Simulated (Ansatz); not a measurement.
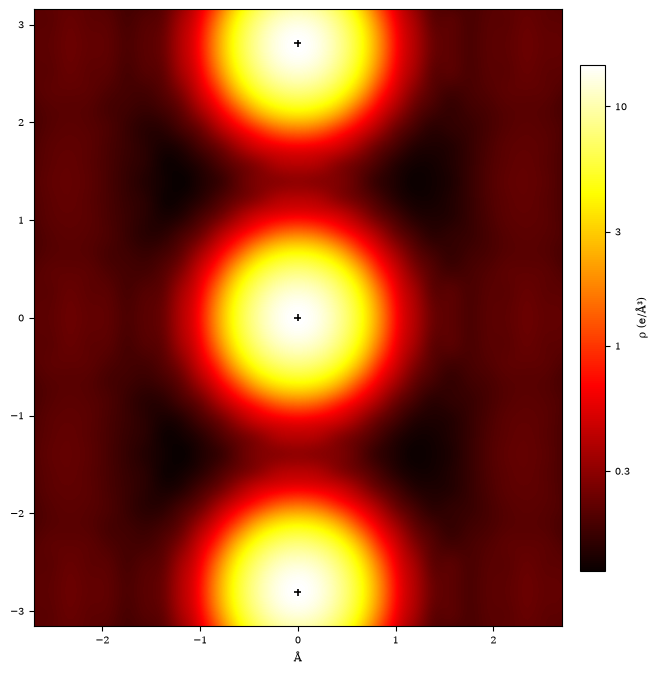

The valence pseudo-density on a plane through atoms (crosses mark nuclei in the plane).

Method: DFT, r2SCAN, plane waves (500 eV) with PAW, scalar-relativistic in Ansatz.

Candidates:
A. Zn, a = 2.50 Å, b = 2.50 Å, c = 9.35 Å, α = 90.00°, β = 90.00°, γ = 120.00°. Space group P6₃/mmc; set up as Zn, dhcp; a generated structure, not necessarily the stable one; changed on purpose from its base cell (volume × 0.88); computed pressure about 16 GPa in this cell.
B. Au, a = 4.70 Å, b = 4.70 Å, c = 2.81 Å, α = 90.00°, β = 90.00°, γ = 120.00°. Space group P6/mmm; set up as Au, omega (AlB2-type); a generated structure, not necessarily the stable one; computed without spin polarisation.
C. Ir, a = 2.66 Å, b = 6.56 Å, c = 3.55 Å, α = 90.00°, β = 90.00°, γ = 90.00°. Space group Cmcm; set up as Ir, beta-Sn type; a generated structure, not necessarily the stable one; changed on purpose from its base cell (volume × 1.0); computed without spin polarisation.

> Which system is this?

Candidate B: Au on the (100) plane of the conventional cell, which holds Au. Au–Au (2.81 Å): the density is about 0.31 e/Å³ at the midpoint.
